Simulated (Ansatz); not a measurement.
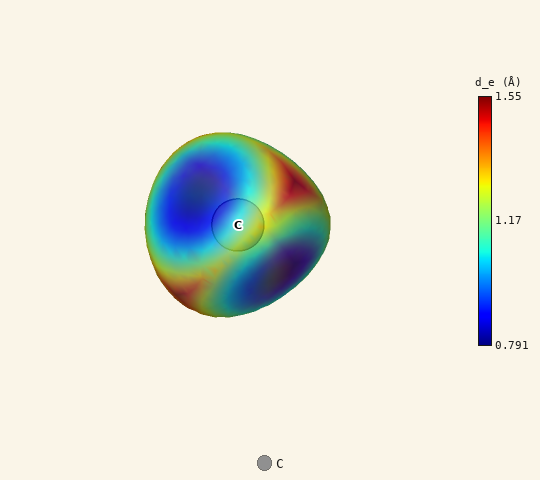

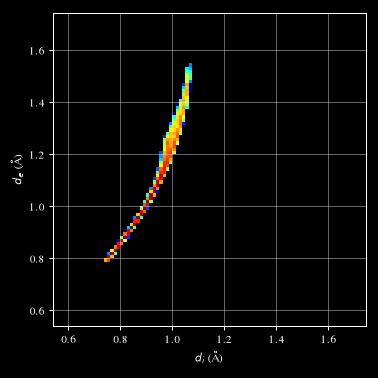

Hirshfeld surface computed for one C atom in C (Fd-3m), coloured by d_e. The second picture is its fingerprint plot, coloured by area on a logarithmic scale (blue little, red much).

The surface is where the fragment's share of the procrystal density (the sum of the densities of spherically averaged neutral Hartree-Fock atoms) equals one half. d_i and d_e are the distances from the surface to the nearest nucleus inside and outside.

Source of the atomic positions: a calculation's input that goes back to an entry of the Crystallography Open Database (an earlier step may have relaxed or displaced it).

```yaml
crystal:
  lattice:
    - [3.55381, 0.00000, 0.00000]
    - [0.00000, 3.55381, 0.00000]
    - [0.00000, 0.00000, 3.55381]
  atoms:
    - { symbol: C, position: [0.50000, 0.00000, 0.50000] }
    - { symbol: C, position: [0.25000, 0.25000, 0.25000] }
    - { symbol: C, position: [0.50000, 0.50000, 0.00000] }
    - { symbol: C, position: [0.25000, 0.75000, 0.75000] }
    - { symbol: C, position: [0.00000, 0.00000, 0.00000] }
    - { symbol: C, position: [0.75000, 0.25000, 0.75000] }
    - { symbol: C, position: [0.00000, 0.50000, 0.50000] }
    - { symbol: C, position: [0.75000, 0.75000, 0.25000] }
```

What is the shortest distance from the fragment to an atom outside it?

Answer. C–C, 1.54 Å.

How is the surface shared among contacts (nearest atom inside ··· nearest atom outside)?

Answer. C···C 100 %. The surface faces 4 neighbours with more than 2 % of its area each: 4 C.

Give the size and shape of the surface.

Answer. It encloses about 3.4 Å³, has an area of about 11 Å² and a globularity of 0.97 (1 for a sphere).

Where does the fingerprint reach closest to the origin?

Answer. The smallest d_i + d_e is about 1.5 Å, which belongs to the shortest contact, C···C at 1.54 Å; d_e runs from 0.79 to 1.55 Å.
